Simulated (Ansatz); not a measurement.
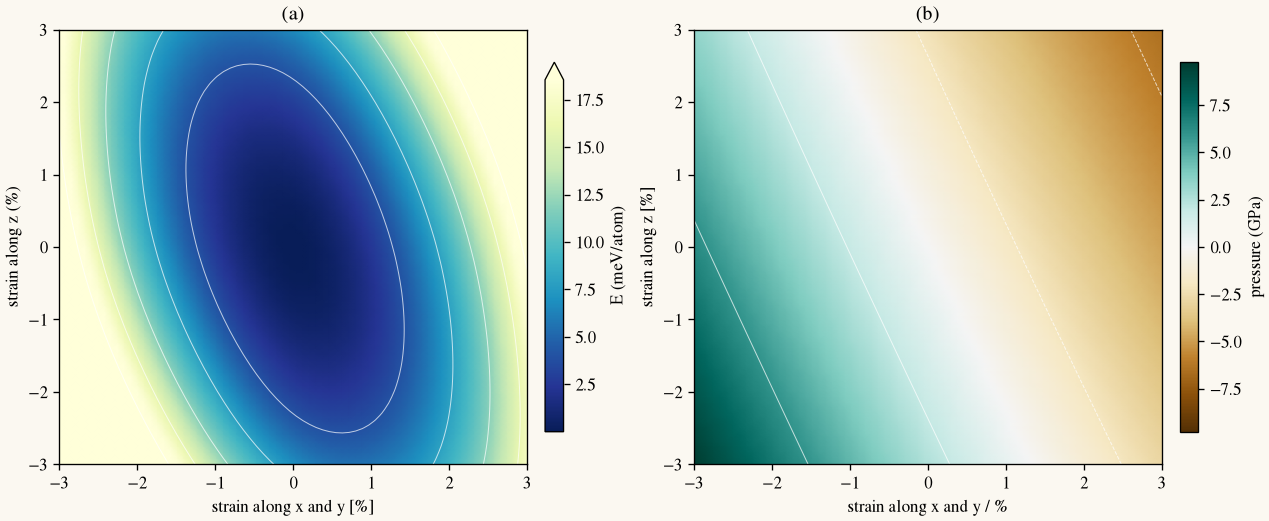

P (Cmce, No. 64; 4 atoms in the cell). The cell is strained homogeneously, by one strain along x and y and another along z, with fractional coordinates fixed (x along [1 0 0], z along [0 0 1] of the conventional cell). Coordinates scanned: (1) strain along x and y; (2) strain along z. The scan uses a 5 × 5 grid. Points are written as (first, second). All energies are given in meV/atom relative to the lowest grid point. Computed with Ansatz, DFT PBEsol, scalar-relativistic, plane waves, PAW. Settings: cutoff 420 eV, k-mesh 16×16×12 in the order of the run's cell vectors, gaussian smearing 0.15 eV, no spin polarisation.

Panel (a) is the energy and panel (b) the computed pressure on the same grid.

Drawn: a smooth colour map with a few white contour lines, one colour for all values above the top of the scale. Between grid points the surface is interpolated.

How does the pressure vary over the map, and what is it at the lowest grid point?

Answer. It runs from −6.5 GPa at (3.0 %, 3.0 %) to 9.8 GPa at (−3.0 %, −3.0 %). At the lowest grid point, (0.0 %, 0.0 %), it is 0.0 GPa.
